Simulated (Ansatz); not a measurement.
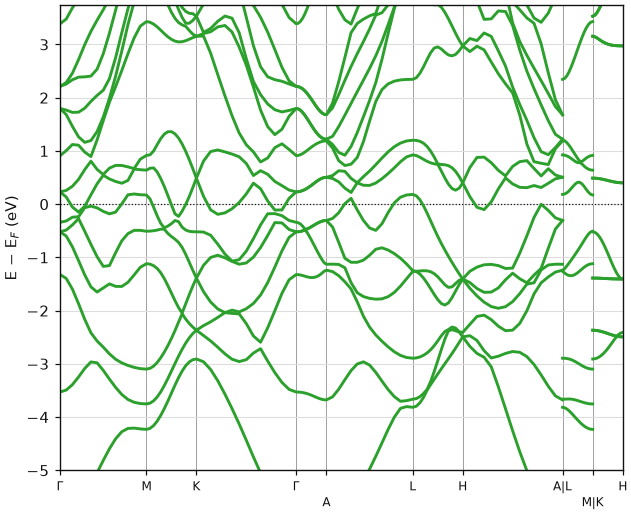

Band structure of Ta$_{3}$N, space group P-3m1, 4 atoms in the cell (a = 3.032 Å, c = 7.524 Å (hexagonal axes)). Computed with Ansatz: LDA, Ansatz PAW, no spin polarisation, no spin-orbit coupling, 7×7×3 k mesh, 420 eV cutoff, Fermi-Dirac smearing of 0.05 eV. Energies are counted from the Fermi level.

A metal: bands cross the Fermi level along this path. At L the nearest levels lie 1.25 eV below and 0.18 eV above the Fermi level.

Spin-orbit coupling is left out, which matters for Ta. The PAW data sets were made with another functional. The k mesh is thin for a metal, so its Fermi level is uncertain. The cell is at −13 GPa in this functional. The cell comes from a database of computed structures, and whether it is the stable form of this composition wasn't checked. Bands are joined in order of energy, so crossings between the computed points show as kinks or gaps.
